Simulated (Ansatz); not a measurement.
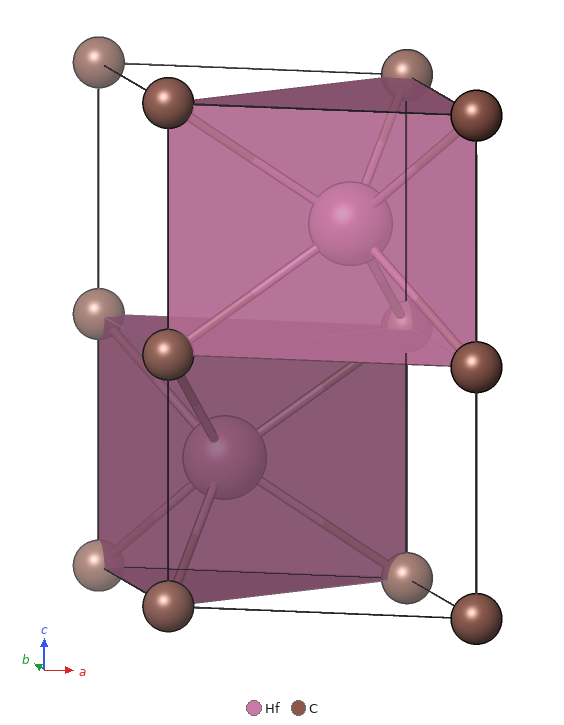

Polyhedral drawing of the structure, looking slightly off an axis. The box is the conventional unit cell; atoms on or close to its faces, edges and corners are drawn wherever they repeat.

HfC, anti-NiAs type, space group P6_3/mmc (No. 194), a = 3.330 Å, b = 3.330 Å, c = 5.227 Å, α = 90.00°, β = 90.00°, γ = 120.00°. The cell started as a structure type filled with these elements by a generator (whether the compound takes this form wasn't checked). Earlier steps of the study, as a rule a relaxation of our own, may have changed the cell and positions, so they can lie some per cent off the listed ones. It was run through Ansatz as a DFT input.

This one geometry was computed with Ansatz (DFT, plane waves, PAW) at four levels of theory: PBEsol, r2SCAN, LDA and PBE with spin-orbit coupling.

**Which level gives the highest pressure at this volume, and what does that say about its equilibrium volume?**

Highest: PBE with spin-orbit coupling (-0.5 GPa), which points to the largest equilibrium volume. Lowest, with the smallest volume: LDA (-12.0 GPa). Levels within 0.5 GPa of each other can't be told apart.

**How does the band gap change with the level of theory?**

All levels give a metal.

**Collect the results in a table.**

| level | cutoff (eV) | k-mesh of the run's cell | gap (eV) | pressure (GPa) |
| --- | --- | --- | --- | --- |
| PBEsol | 420 | 12×12×8 | metal | -6.7 |
| r2SCAN | 500 | 12×12×8 | metal | -2.0 |
| LDA | 420 | 12×12×8 | metal | -12.0 |
| PBE with spin-orbit coupling | 420 | 12×12×8 | metal | -0.5 |

Gaps are taken on the k-mesh or band path of each run.
